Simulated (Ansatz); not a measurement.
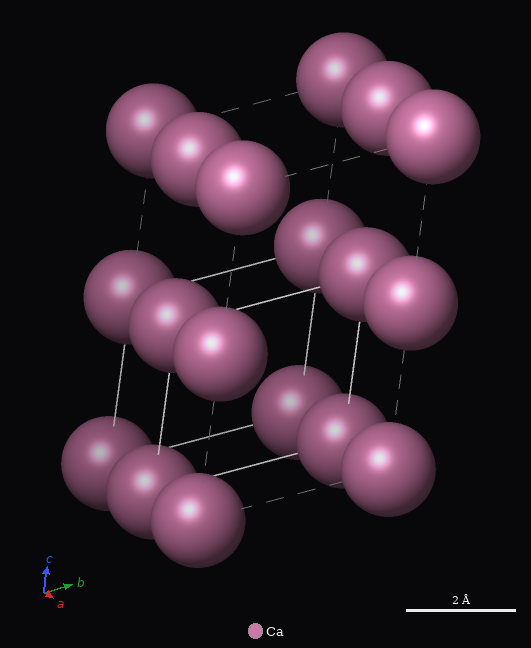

The image is a spheres-only drawing of a crystal, viewed slightly off an axis. The solid frame is a single simulation cell within a 2×1×2 block.

Input for the calculation:
```yaml
crystal:
  lattice:
    - [0.0, 2.7517917035, 2.7517917035]
    - [2.7517917035, 0.0, 2.7517917035]
    - [2.7517917035, 2.7517917035, 0.0]
  atoms:
    - { symbol: Ca, position: [0.0, 0.0, 0.0] }
basis:
  ecutwfc: 420
  ecutrho_ratio: 4
kpoints:
  mp_grid: { grid: [14, 14, 14] }
hamiltonian:
  xc: pbe
scf:
  occupations: { method: gaussian, width: 0.05 }
output:
  forces: true
  stress: true
  eigenvalues: true
  populations: true
magnetization:
  noncollinear: true
  spin_orbit: true
```

Results below were computed with DFT PBE, spin-orbit coupling, plane waves, PAW in Ansatz; the settings were a 420 eV plane-wave basis, a 14×14×14 k-point grid, Gaussian smearing of 0.05 eV, no moments seeded, so the run stays non-magnetic, spinor wavefunctions.

**Classify it as metallic or gapped, with the value.**

A metal: bands cross the Fermi level.

**What pressure does the calculation give for this cell?**

The computed pressure is 0.2 GPa (compressed: it would expand).

Origin of the cell: the standard structure of this element. Earlier steps of the study may have refined or changed the cell and positions. It was run through Ansatz as a DFT input.
